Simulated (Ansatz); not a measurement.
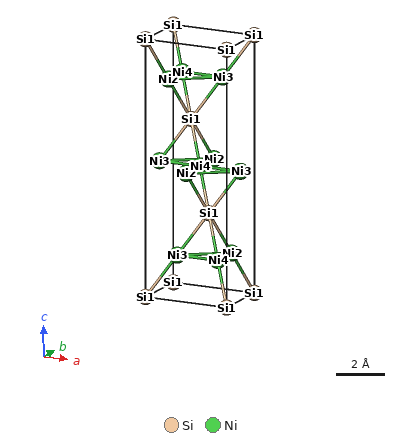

*The starting structure (ball-and-stick view of the cell 3 times as large as that of the calculation, set on its symmetry axes, seen slightly off an axis; atoms are numbered from 1 in the order of the input). An atom can appear more than once, as a periodic image.*

Near neighbours in the periodic cell (some may lie outside the picture): Si has 6 Ni at 2.27 Å; Ni has 4 Ni at 2.37 Å and 2 Si at 2.27 Å.

# Geometry relaxation of Ni$_{3}$Si

- system: Ni$_{3}$Si (4 atoms in the cell)
- method: DFT PBE, scalar-relativistic, plane waves, PAW, no spin polarisation (Ansatz 0.2.0)

The structure was made by a generator, so it may or may not be a known phase. Figures and captions count atoms from 1; the log counts them from 0 in places.

The input:
```yaml
crystal:
  lattice:
    - [2.3695684733, 1.3680709959, 3.6313108321]
    - [-2.3695684733, 1.3680709959, 3.6313108321]
    - [0.0, -2.7361419919, 3.6313108321]
  atoms:
    - { symbol: Si, position: [0.0, 0.0, 0.0] }
    - { symbol: Ni, position: [0.0, 0.0, 0.5] }
    - { symbol: Ni, position: [0.5, 0.0, 0.0] }
    - { symbol: Ni, position: [0.0, 0.5, 0.0] }
basis:
  ecutwfc: 420
kpoints:
  mp_grid: { grid: [12, 12, 12] }
hamiltonian:
  xc: pbe
scf:
  occupations: { method: gaussian, width: 0.1 }
output:
  forces: true
  stress: true
  eigenvalues: true
  write_density: true
  write_potential: true
  elf: true
  volumetric_format: npy
relax:
  adjacent_minimum: "off"
  f_tol: 0.01
  max_steps: 80
  cell: { stress_tol: 0.05 }
```

Launched with:
```bash
ansatz run input.yaml --threads 1 --pin off --max-ram 2560MiB --backend cpu --events-out ev --progress --plain --runs-dir out
```

What the program printed:
```
Engine: ansatz 0.2.0, x86_64-unknown-linux-gnu
Pseudopotentials: kind: paw
Pseudopotential: Si, paw, valence charge 4, recommended cutoff 420 eV (normal), Si.paw.azcp
Pseudopotential: Ni, paw, valence charge 18, recommended cutoff 420 eV (normal), Ni.paw.azcp
Functional definition: PBE
  parameter kappa = 0.804
  parameter beta = 0.06672455060314922
  exchange = pbe_x(kappa = kappa, mu = beta*pi^2/3)
  correlation = pbe_c(beta = beta)
Crystal: 4 atoms, lattice volume = 70.631 Å³
Basis set: ecut = 420 eV, 1375 PW (Γ), exchange–correlation on 64×64×64 points (8 copies of the dense FFT grid, shifted against one another)
Bands: 35, of which v1, the nominal top of the filled ones, is band 29 counted from 1 (28 counted from 0)
Symmetry: 12 space group operations
Space group: R-3m (ITA 166), of the structure as read, at distance tolerance 4.1e-5 Å
k-points: 189 of 1728
Non-local potential: Si, projectors of the file, l = 0: 2, l = 1: 2, l = 2: 2
Non-local potential: Ni, projectors of the file, l = 0: 3, l = 1: 2, l = 2: 3, l = 3: 1
PAW form: soft (Blöchl's): semilocal exchange-correlation on the pseudo side does not see the compensation charge
PAW one-centre angular grid: Si, 110 points (default); XC on 64 Gauss nodes
PAW one-centre angular grid: Ni, 590 points (default); XC on 64 Gauss nodes
Initial density: superposition of atomic densities (neutral atoms: chi_scale 0, normalization atom), corrected by the library's trained network
Initial wavefunctions: pseudopotential atomic-orbital guess
Functional: x = pbe(κ = 0.804, μ = 0.2195149727645171), c = pbe(β = 0.06672455060314922)
SCF iter   1: F=—  HF=-18152.851421 eV  |F-HF|=—  |Δ(HF+E_count)|=         —  Δρ=7.71e-3  dr2=1.26e-2  ethr=1.77e-3  ⟨swp⟩=5.6  Hψ=26800  notcnv=0
preconditioner: auto → LDOS  [metal: Δε(μ)=0.005 eV  Ē_g=5.619 eV  σ=0.100 eV  W_gap=0.03  n_scr=14 (ndim 8)  ℏωp=25.8 eV  f_vac=0.143  D(μ)=3.85/eV (n_scr^D=32)  β→1.0]
SCF iter   2: F=—  HF=-18152.854914 eV  |F-HF|=—  |Δ(HF+E_count)|=   3.49e-3  Δρ=8.20e-3  dr2=2.34e-2  ethr=2.17e-5  ⟨swp⟩=2.0  Hψ=14496  notcnv=0  defer=205
SCF iter   3: F=—  HF=-18152.851836 eV  |F-HF|=—  |Δ(HF+E_count)|=   3.08e-3  Δρ=5.16e-3  dr2=1.10e-2  ethr=2.17e-5  ⟨swp⟩=2.5  Hψ=12276  notcnv=0  defer=206
SCF iter   4: F=—  HF=-18152.850477 eV  |F-HF|=—  |Δ(HF+E_count)|=   1.36e-3  Δρ=1.13e-3  dr2=5.37e-4  ethr=1.90e-5  ⟨swp⟩=2.3  Hψ=9095  notcnv=0  defer=206
SCF iter   5: F=—  HF=-18152.850430 eV  |F-HF|=—  |Δ(HF+E_count)|=   4.75e-5  Δρ=2.40e-4  dr2=2.33e-5  ethr=9.26e-7  ⟨swp⟩=2.5  Hψ=8916  notcnv=0  defer=206
SCF iter   6: F=—  HF=-18152.850412 eV  |F-HF|=—  |Δ(HF+E_count)|=   1.78e-5  Δρ=2.51e-5  dr2=2.39e-7  ethr=4.02e-8  ⟨swp⟩=2.7  Hψ=12112  notcnv=0  defer=205
SCF iter   7: F=-18152.850412 eV  HF=-18152.850412 eV  |F-HF|=1.63e-8  |Δ(HF+E_count)|=   2.82e-8  Δρ=6.85e-6  dr2=2.01e-8  ethr=1.72e-10  ⟨swp⟩=13.2  Hψ=50851  notcnv=0
SCF 1 converged in 7 iterations: F = -18152.850412 eV  dr2 = 2.01e-8
  greatest PAW one-centre occupation: 1.001 electrons in one spin orbital (limit 2), on the Ni atom at site 3 (counted from 0), in its partial waves of l = 1
relax step   1: F+E_penalty+E_count = -18152.85041191 eV  Δ(F+E_penalty+E_count) = +0.000e0 eV  max|allowed force component| = 1.318e-29 eV/Å  Δτ_max = 0.0000 Å  P = +0.081 GPa  Ω = 70.631 Å³  (7 SCF iters, dr2 threshold 1.00e-7 eV, accepted)
Crystal: 4 atoms, lattice volume = 70.659 Å³
Initial density: handed on by an earlier stage of this run
Initial wavefunctions: those handed on with the density
iter 1 solved again at ethr=1.56e-9 eV; its pass at ethr=3.10e-3 eV (dr2=9.02e-7 eV) is discarded
SCF iter   1: F=—  HF=-18152.850437 eV  |F-HF|=—  |Δ(HF+E_count)|=         —  Δρ=2.99e-5  dr2=9.64e-7  ethr=1.56e-9  ⟨swp⟩=3.0  Hψ=33741  notcnv=0
preconditioner: auto → LDOS  [metal: Δε(μ)=0.007 eV  Ē_g=5.621 eV  σ=0.100 eV  W_gap=0.04  n_scr=14 (ndim 8)  ℏωp=25.8 eV  f_vac=0.140  D(μ)=3.81/eV (n_scr^D=32)  β→1.0]
SCF iter   2: F=—  HF=-18152.850423 eV  |F-HF|=—  |Δ(HF+E_count)|=   1.43e-5  Δρ=1.96e-5  dr2=1.37e-7  ethr=1.56e-9  ⟨swp⟩=2.0  Hψ=9822  notcnv=0
SCF iter   3: F=—  HF=-18152.850423 eV  |F-HF|=—  |Δ(HF+E_count)|=   1.28e-8  Δρ=3.08e-5  dr2=3.98e-7  ethr=5.39e-11  ⟨swp⟩=10.0  Hψ=52171  notcnv=0  recentre
SCF iter   4: F=-18152.850423 eV  HF=-18152.850423 eV  |F-HF|=9.60e-10  |Δ(HF+E_count)|=   5.06e-8  Δρ=2.50e-6  dr2=3.39e-9  ethr=5.39e-11  ⟨swp⟩=6.3  Hψ=44724  notcnv=0
SCF 2 converged in 4 iterations: F = -18152.850423 eV  dr2 = 3.39e-9
  greatest PAW one-centre occupation: 1.001 electrons in one spin orbital (limit 2), on the Ni atom at site 2 (counted from 0), in its partial waves of l = 1
relax step   2: F+E_penalty+E_count = -18152.85042262 eV  Δ(F+E_penalty+E_count) = -1.071e-5 eV  max|allowed force component| = 9.624e-29 eV/Å  Δτ_max = 0.0000 Å  P = +0.044 GPa  Ω = 70.659 Å³  energy of the carried Pulay correction = -7.397e-6 eV  (4 SCF iters, dr2 threshold 3.13e-8 eV, accepted)
Crystal: 4 atoms, lattice volume = 70.701 Å³
iter 1 solved again at ethr=4.19e-9 eV; its pass at ethr=3.10e-3 eV (dr2=2.43e-6 eV) is discarded
SCF iter   1: F=—  HF=-18152.850439 eV  |F-HF|=—  |Δ(HF+E_count)|=         —  Δρ=4.95e-5  dr2=2.73e-6  ethr=4.19e-9  ⟨swp⟩=3.0  Hψ=33992  notcnv=0
preconditioner: auto → LDOS  [metal: Δε(μ)=0.007 eV  Ē_g=5.619 eV  σ=0.100 eV  W_gap=0.04  n_scr=14 (ndim 8)  ℏωp=25.8 eV  f_vac=0.140  D(μ)=3.81/eV (n_scr^D=32)  β→1.0]
SCF iter   2: F=—  HF=-18152.850424 eV  |F-HF|=—  |Δ(HF+E_count)|=   1.48e-5  Δρ=1.91e-5  dr2=1.71e-7  ethr=4.19e-9  ⟨swp⟩=2.0  Hψ=9427  notcnv=0
SCF iter   3: F=—  HF=-18152.850424 eV  |F-HF|=—  |Δ(HF+E_count)|=   1.92e-8  Δρ=2.40e-5  dr2=2.35e-7  ethr=1.93e-11  ⟨swp⟩=9.9  Hψ=51769  notcnv=0
SCF iter   4: F=—  HF=-18152.850424 eV  |F-HF|=—  |Δ(HF+E_count)|=   2.86e-8  Δρ=5.47e-6  dr2=1.14e-8  ethr=1.93e-11  ⟨swp⟩=6.7  Hψ=45672  notcnv=0
SCF iter   5: F=-18152.850424 eV  HF=-18152.850424 eV  |F-HF|=2.07e-9  |Δ(HF+E_count)|=   1.22e-9  Δρ=2.35e-6  dr2=2.19e-9  ethr=1.93e-11  ⟨swp⟩=7.5  Hψ=40623  notcnv=0
SCF 3 converged in 5 iterations: F = -18152.850424 eV  dr2 = 2.19e-9
  greatest PAW one-centre occupation: 1.001 electrons in one spin orbital (limit 2), on the Ni atom at site 1 (counted from 0), in its partial waves of l = 1
relax step   3: F+E_penalty+E_count = -18152.85042372 eV  Δ(F+E_penalty+E_count) = -1.108e-6 eV  max|allowed force component| = 1.709e-29 eV/Å  Δτ_max = 0.0000 Å  P = -0.008 GPa  Ω = 70.701 Å³  energy of the carried Pulay correction = -1.857e-5 eV  (5 SCF iters, dr2 threshold 1.12e-8 eV, accepted)
Initial wavefunctions: pseudopotential atomic-orbital guess (no wavefunctions were taken with the density)
iter 1 solved again at ethr=9.38e-7 eV; its pass at ethr=3.10e-3 eV (dr2=5.44e-4 eV) is discarded
SCF iter   1: F=—  HF=-18152.850460 eV  |F-HF|=—  |Δ(HF+E_count)|=         —  Δρ=4.55e-6  dr2=8.82e-9  ethr=9.38e-7  ⟨swp⟩=3.0  Hψ=42385  notcnv=0
eigensolver tolerance schedule: the retry pair's looser diagonalisation over-reported the residual by 61652.45 of it (diagonalisation noise at an unbounded share of the residual, at the tolerance the schedule requests for it); recorded, not acted on — ethr = c·dr2/N_el stays at c = 1.0e-1
SCF iter   2: F=—  HF=-18152.850445 eV  |F-HF|=—  |Δ(HF+E_count)|=   1.57e-5  Δρ=1.75e-6  dr2=1.18e-9  ethr=1.52e-11  ⟨swp⟩=3.9  Hψ=19775  notcnv=0
SCF iter   3: F=—  HF=-18152.850445 eV  |F-HF|=—  |Δ(HF+E_count)|=  2.66e-10  Δρ=3.72e-7  dr2=4.49e-11  ethr=2.04e-12  ⟨swp⟩=2.0  Hψ=9542  notcnv=0
SCF iter   4: F=—  HF=-18152.850445 eV  |F-HF|=—  |Δ(HF+E_count)|=  6.18e-11  Δρ=9.75e-7  dr2=4.12e-10  ethr=1.00e-12  ⟨swp⟩=8.1  Hψ=39124  notcnv=0
SCF iter   5: F=-18152.850445 eV  HF=-18152.850445 eV  |F-HF|=0.00e0  |Δ(HF+E_count)|=  6.18e-11  Δρ=8.20e-8  dr2=1.23e-12  ethr=1.00e-12  ⟨swp⟩=4.8  Hψ=34595  notcnv=0
SCF 4 converged in 5 iterations: F = -18152.850445 eV  dr2 = 1.23e-12
relax step   4: F+E_penalty+E_count = -18152.85044475 eV  Δ(F+E_penalty+E_count) = -2.103e-5 eV  max|allowed force component| = 1.946e-29 eV/Å  Δτ_max = 0.0000 Å  P = -0.009 GPa  Ω = 70.701 Å³  stress off target by 2.20e-2 GPa  SCF on the basis re-selected at this cell (its energy is not comparable with the rows above)  (5 SCF iters)
```

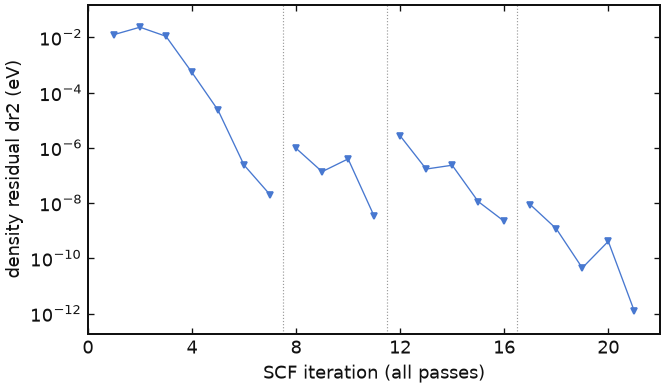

*Convergence of the self-consistent field: density residual dr2 against the SCF iteration. The dotted lines part the SCF passes of the relaxation: geometry steps, rejected trials and re-solves on a re-selected basis.*

The passes take 7, 4, 5 and 5 iterations.

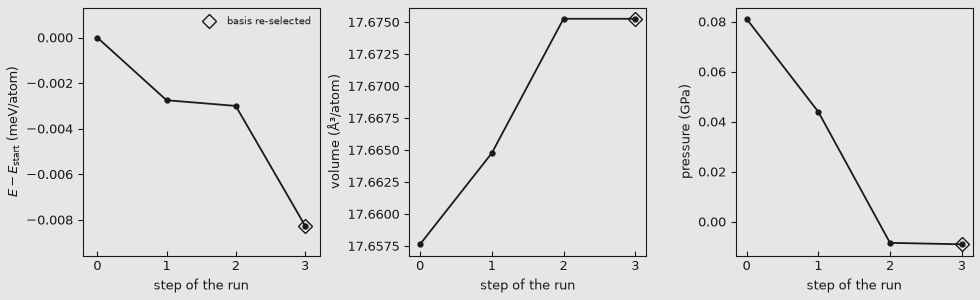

*Progress of the relaxation, step by step (the first geometry is step 0 here and step 1 in the log).*

The energy falls by next to nothing (0.0 meV per atom) in 2 geometry steps. All forces vanish by symmetry, so only the cell relaxes. The pressure goes from 0.08 to −0.01 GPa. No atom moves by more than 0.005 Å relative to the cell. Cell: a = b 4.739 → 4.742 Å (+0.1 %), c 10.894 → 10.891 Å (0.0 %). Volume +0.1 %. The space group stays R-3m (No. 166). A last SCF at the same geometry on a re-selected plane-wave basis shifts the energy by next to nothing (0.0 meV per atom).

```
basis re-selected at this cell: Δ(F+E_penalty+E_count) = -2.103e-5 eV, ΔP = -0.001 GPa vs the last step (what re-selecting the basis moved, of the pressure what is left beyond the Pulay correction that the steps carried, after the strain that the cell walked since its last selection, with what the two solves' SCF thresholds leave and, on support functions, any second-order correction that the steps lacked; it is no measure of the basis error at this ecutwfc). This SCF's stress stands 2.20e-2 GPa from its target on what of the cell is left free (relax.cell.stress_tol is 5.00e-2 GPa) and its largest allowed force component is 1.95e-29 eV/Å (relax.f_tol is 1.00e-2 eV/Å): within both
SCF converged after 5 iterations
Free energy (F): -18152.850445 eV
Harris-Foulkes:  -18152.850445 eV  (|F-HF|=0.00e0)
Internal energy: -18152.831379 eV  (E = F + TS)
E sigma→0 (E₀):  -18152.840912 eV
Entropy (-TS):   -0.019066 eV (-4.766 meV/atom)
Fermi energy:    8.489327 eV
--- Per-component energies (eV) ---
  E_band       = -1329.735320
  E_kinetic    = 891.485986
  E_local      = -15143.617643  (includes V_loc(G=0)·N_el)
  E_nonlocal   = 1943.064223
  E_hartree    = 6473.701133
  E_xc         = -306.586309
  E_vxc        = -370.508170  (∫ρ·V_xc dr)
  E_paw        = -5412.118337  (= ΣΔE_a)
  E_vpaw       = -1597.563567  (= ΣTr[D̂ρ^β])
  E_aug_tail   = 0.001637  (compensation charges beyond the density's cutoff)
  E_ewald      = -6598.762069
  E_smearing   = -0.019066  (= −TS)
  E_closure    = 0.000000  (closes the sum)
  Σ components = -18152.850445   (vs F -18152.850445, Δ=0.00e0)
--- Forces (eV/Å), atoms counted from 1 ---
  atom   1  Si    -0.00000000     0.00000000    -0.00000000
  atom   2  Ni     0.00000000    -0.00000000    -0.00000000
  atom   3  Ni     0.00000000     0.00000000     0.00000000
  atom   4  Ni    -0.00000000    -0.00000000     0.00000000
  max |Σ_I F_I| component: 2.08e-29 eV/Å
--- Stress (GPa, compression-positive) ---
       -0.002580      -0.000000       0.000000
       -0.000000      -0.002580       0.000000
        0.000000       0.000000      -0.021951
  P = ⅓ Tr σ = -0.0090 GPa (-0.090 kbar)
--- Band table (eV; the first three rows and the last of 189) ---
  k-point 0: bands = ["-94.1681", "-94.1356", "-94.1356", "-54.9784", "-54.7849", "-54.7849", "-54.4659", "-54.4502", "-54.4502", "-54.3894", "-54.3894", "-54.3457", "-1.0496", "4.7532", "5.3161", "5.7486", "5.7486", "6.5945", "6.7208", "6.7208", "6.8380", "7.3357", "7.3357", "8.1107", "8.1107", "8.1917", "8.2978", "8.2978", "8.5981", "8.5981", "9.1450", "12.3761", "12.8662", "14.7660", "14.7660"]
  k-point 1: bands = ["-94.1676", "-94.1361", "-94.1356", "-54.9752", "-54.7874", "-54.7845", "-54.4652", "-54.4501", "-54.4490", "-54.3910", "-54.3897", "-54.3472", "-1.0029", "4.7788", "5.3334", "5.7242", "5.7818", "6.5300", "6.6423", "6.7282", "6.7955", "7.2941", "7.3329", "8.0694", "8.1229", "8.1572", "8.2488", "8.2759", "8.6200", "8.6647", "9.1665", "12.1356", "13.0497", "14.3860", "14.4727"]
  k-point 2: bands = ["-94.1662", "-94.1375", "-94.1356", "-54.9660", "-54.7945", "-54.7832", "-54.4633", "-54.4496", "-54.4454", "-54.3958", "-54.3907", "-54.3511", "-0.8686", "4.8452", "5.3786", "5.5910", "5.8781", "6.2109", "6.6738", "6.7526", "6.7676", "7.1399", "7.3220", "7.8705", "8.0968", "8.1068", "8.2594", "8.2619", "8.6401", "8.6479", "9.2842", "11.7072", "13.5351", "13.8942", "14.1968"]
  k-point 188: bands = ["-94.1680", "-94.1355", "-94.1355", "-54.9790", "-54.7850", "-54.7850", "-54.4666", "-54.4503", "-54.4503", "-54.3892", "-54.3892", "-54.3457", "1.0698", "1.9264", "5.0523", "5.0523", "5.3621", "6.0848", "6.2555", "6.2555", "7.0915", "7.4025", "7.4025", "8.0349", "8.0349", "8.1432", "8.2959", "8.2959", "9.1442", "9.2761", "11.5408", "11.5408", "11.8235", "11.8235", "16.4360"]
--- Relaxed structure (3 steps of the walk, 3 accepted, 1 SCFs on fresh bases) ---
  F+E_penalty+E_count = -18152.85044475 eV   max|allowed force component| = 1.946e-29 eV/Å   (the final SCF, on the basis selected at the relaxed cell)
  cell:  # Å, volume = 70.7010 Å³
    - [2.3710538881937957, 1.3689286005951342, 3.630382028215273]
    - [-2.3710538881937957, 1.3689286005951342, 3.630382028215273]
    - [1.9870061877230864e-34, -2.737857201240256, 3.6303820281964243]
  atoms:
    - { symbol: Si, position: [-3.1131834053521375e-38, -7.412539098965061e-38, 2.756664518355924e-38] }
    - { symbol: Ni, position: [0.0, 0.0, 0.5] }
    - { symbol: Ni, position: [0.5, 0.0, 0.0] }
    - { symbol: Ni, position: [0.0, 0.5, 0.0] }
```

Trajectory as extended XYZ (Å, eV, eV/Å), 4 frames, from step=1 to step=4:
```
4
Lattice="2.3696 1.3681 3.6313 -2.3696 1.3681 3.6313 0.0000 -2.7361 3.6313" Properties=species:S:1:pos:R:3:forces:R:3 step=1 energy=-18152.85041 pressure_GPa=0.08
Si    0.0000    0.0000    0.0000    0.0000   0.0000   0.0000
Ni    0.0000   -1.3681    1.8157    0.0000   0.0000   0.0000
Ni    1.1848    0.6840    1.8157    0.0000   0.0000   0.0000
Ni   -1.1848    0.6840    1.8157    0.0000   0.0000   0.0000
4
Lattice="2.3701 1.3684 3.6311 -2.3701 1.3684 3.6311 0.0000 -2.7368 3.6311" Properties=species:S:1:pos:R:3:forces:R:3 step=2 energy=-18152.85042 pressure_GPa=0.04
Si    0.0000    0.0000    0.0000    0.0000   0.0000   0.0000
Ni    0.0000   -1.3684    1.8155    0.0000   0.0000   0.0000
Ni    1.1851    0.6842    1.8155    0.0000   0.0000   0.0000
Ni   -1.1851    0.6842    1.8155    0.0000   0.0000   0.0000
4
Lattice="2.3711 1.3689 3.6304 -2.3711 1.3689 3.6304 0.0000 -2.7379 3.6304" Properties=species:S:1:pos:R:3:forces:R:3 step=3 energy=-18152.85042 pressure_GPa=-0.01
Si    0.0000    0.0000    0.0000    0.0000   0.0000   0.0000
Ni    0.0000   -1.3689    1.8152    0.0000   0.0000   0.0000
Ni    1.1855    0.6845    1.8152    0.0000   0.0000   0.0000
Ni   -1.1855    0.6845    1.8152    0.0000   0.0000   0.0000
4
Lattice="2.3711 1.3689 3.6304 -2.3711 1.3689 3.6304 0.0000 -2.7379 3.6304" Properties=species:S:1:pos:R:3:forces:R:3 step=4 energy=-18152.85045 pressure_GPa=-0.01
Si    0.0000    0.0000    0.0000    0.0000   0.0000   0.0000
Ni    0.0000   -1.3689    1.8152    0.0000   0.0000   0.0000
Ni    1.1855    0.6845    1.8152    0.0000   0.0000   0.0000
Ni   -1.1855    0.6845    1.8152    0.0000   0.0000   0.0000
```

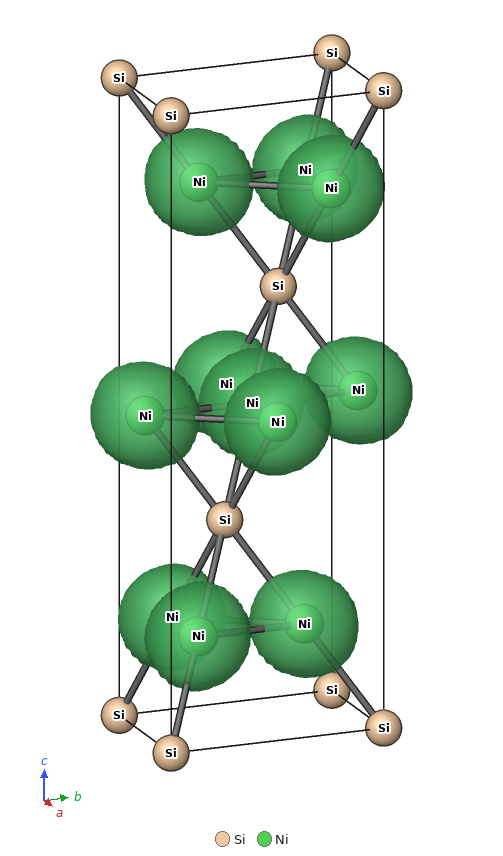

*Isosurface of the valence electron density at 0.6 e/Å³ (green), seen slightly off an axis. Sticks mark near contacts. The outline is the cell set on symmetry axes.*

At this value the density breaks into separate islands; it holds about 80 % of the electrons treated as valence (semicore included). It is pinched off along the Si–Ni (2.27 Å) and Ni–Ni (2.37 Å) contacts. On the grid the lowest density along these lines, outside the cores, is 0.46 e/Å³ (Si–Ni, 2.27 Å) and 0.39 e/Å³ (Ni–Ni, 2.37 Å). The fields are those of the smooth PAW valence density.

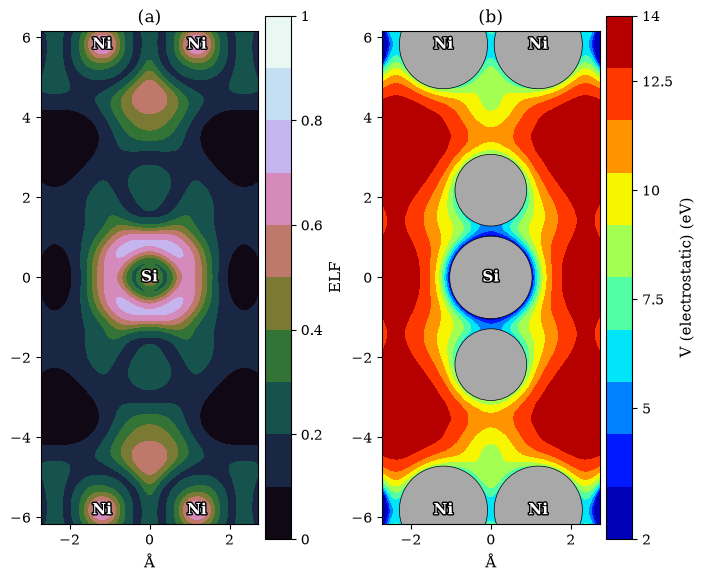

*(a) ELF; (b) electrostatic potential (local pseudopotential plus Hartree) felt by an electron on the (011) plane of the conventional cell. Grey discs, where drawn, cover atomic cores.*

The section cuts through Si and Ni sites. Ni–Ni (2.37 Å): the ELF is about 0.25 at the midpoint (no localised pair between them). The strong features right at Ni lie inside the PAW spheres (semicore, d or f shells) and say nothing about bonding. Outside the cores the potential energy rises away from the atoms and is highest about 2.5 Å from the nearest atoms; outside the discs it spans about 11 eV, and its zero is arbitrary.

Results in brief:

```csv
quantity,value
outcome,converged
space group (tolerance 0.01 Å),R-3m (166)
electrons treated,58
free energy,−18152.8504 eV
Fermi energy,8.489 eV
gap on the k-point mesh,none (metallic)
pressure,−0.01 GPa
final volume,70.70 Å³
largest force (length of the vector) at the end,under 0.001 eV/Å
final cell,"a = 4.547 Å, b = 4.547 Å, c = 4.547 Å, α = 62.86°, β = 62.86°, γ = 62.86°"
hardware,"1 thread of Intel Xeon @ 2.50GHz (Skylake/Cascade Lake), 189 GiB of memory available, shared host"
wall time,4.2 min
peak memory,0.64 GiB
```

Notes:

The run has no spin polarisation, so a magnetic state may lie lower.
